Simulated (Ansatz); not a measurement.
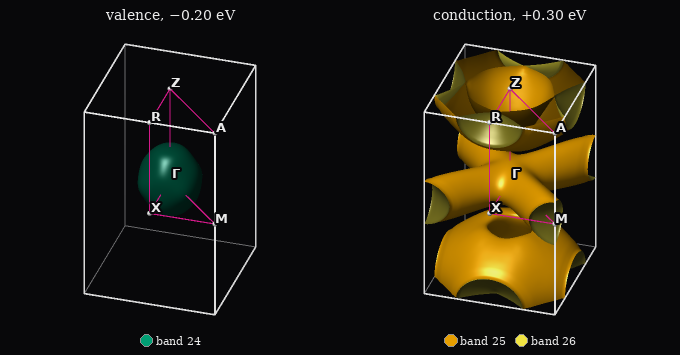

TiO₂ in space group P4_2/mnm: constant-energy surfaces at both band edges (energies from each edge).

All numbers here come from DFT PBEsol, scalar-relativistic, plane waves, PAW; levels and slopes on a dense k mesh at the converged density (Ansatz 0.2.0). No spin polarisation. k mesh for the levels: 20×20×30. The geometry was not relaxed.

Masses come from a second pass at points close to the extrema; at the energies drawn a band may no longer be parabolic.

Is the gap direct or indirect, and how large does the calculation make it?

The gap is direct, 1.86 eV at this level of theory (semilocal functionals give gaps that are too small, and can reorder valleys that lie close). Another valley lies within 0.05 eV of an edge, so the kind of gap can change with the cell or the functional.

Give the valleys and their effective masses.

Valence band (extrema up to 0.20 eV from the edge): one maximum at Γ, principal masses 2.54, 2.54 and 4.23 mₑ. Band 24 forms the valence edge.
Conduction band (extrema up to 0.30 eV from the edge): one minimum at Γ, principal masses 0.55, 1.12 and 1.12 mₑ; two equivalent minima at R, 0.03 eV above the edge, two bands meeting there; one minimum at M, 0.04 eV above the edge, two bands meeting there. Band 25 forms the conduction edge; band 26 begins 0.03 eV higher (at R).

Where one band's surface lies inside another's, the outer one hides all or part of it.

Cost: 17 s on 2 threads of AMD EPYC 9R45 (Zen 5), with other jobs on the host, peak memory 1.1 GiB.
